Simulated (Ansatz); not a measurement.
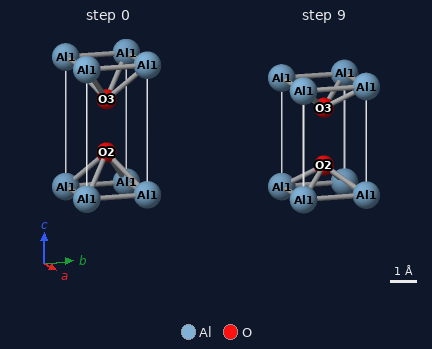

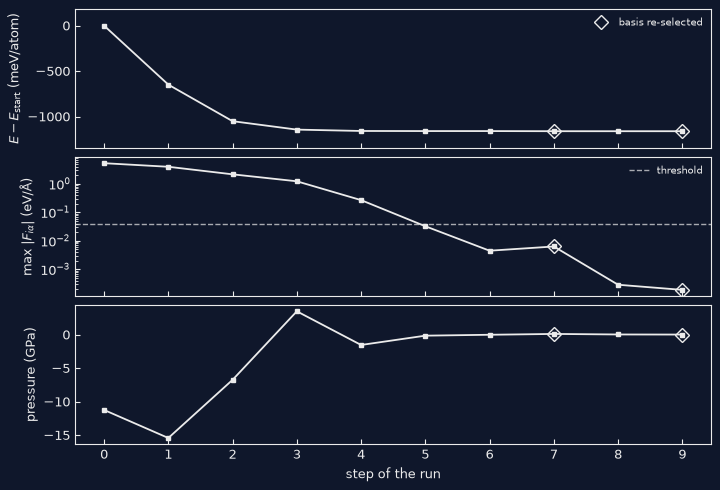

First and last geometry of a relaxation of solid AlO2 (a generated structure, set up in P4/mmm) (coarse preliminary run), with the history of the run. Style: ball-and-stick. Shown: the cell of the calculation, slightly off an axis.

Method: Ansatz 0.2.0, DFT PBE, scalar-relativistic, plane waves, PAW. Settings: plane-wave cutoff 420 eV; k-point mesh 8 × 8 × 4; occupations gaussian; smearing width 0.1 eV; collinear spin; cell and atoms relaxed; force threshold 0.04 eV/Å; at most 70 steps.

> What do the curves and the structures tell?

It converged. Over 7 accepted moves (9 points after the start) the energy falls by 1161 meV per atom. The largest force component goes from 5.3 to 0.00019 eV/Å. The pressure goes from −11.24 to 0.01 GPa. At 2 points the geometry stayed and the basis and grid were re-selected for the new cell (energy shift of 1.4 meV per atom at most each time). The largest moves relative to the cell, 0.26 Å, are those of O2 and O3. O2 goes along −c. Al stays in place. Cell: a = b 2.484 → 2.571 Å (+3.5 %), c 5.126 → 4.294 Å (−16.2 %). Volume −10.3 %. Some distances before and after: Al1–O2 2.318 → 2.078 Å, Al1–Al1 2.484 → 2.571 Å. Among the angles between lasting bonds that change: Al1–O3–Al1 98.6° → 122.1°, Al1–O3–Al1 64.8° → 76.4°. The space group stays P4/mmm (No. 123).

| step | E − E(0), meV/atom | largest force component, eV/Å | pressure, GPa | volume, Å³/atom | note |
| --- | --- | --- | --- | --- | --- |
| 0 | 0.00 | 5.2620 | -11.24 | 10.547 |  |
| 1 | -648.86 | 3.9395 | -15.43 | 10.510 |  |
| 2 | -1050.95 | 2.1404 | -6.74 | 9.967 |  |
| 3 | -1143.57 | 1.2194 | 3.49 | 9.614 |  |
| 4 | -1158.65 | 0.2661 | -1.54 | 9.509 |  |
| 5 | -1159.64 | 0.0322 | -0.15 | 9.488 |  |
| 6 | -1159.71 | 0.0045 | -0.02 | 9.479 |  |
| 7 | -1161.14 | 0.0063 | 0.11 | 9.479 | same geometry, new basis |
| 8 | -1161.29 | 0.0003 | 0.03 | 9.461 |  |
| 9 | -1161.25 | 0.0002 | 0.01 | 9.461 | same geometry, new basis |
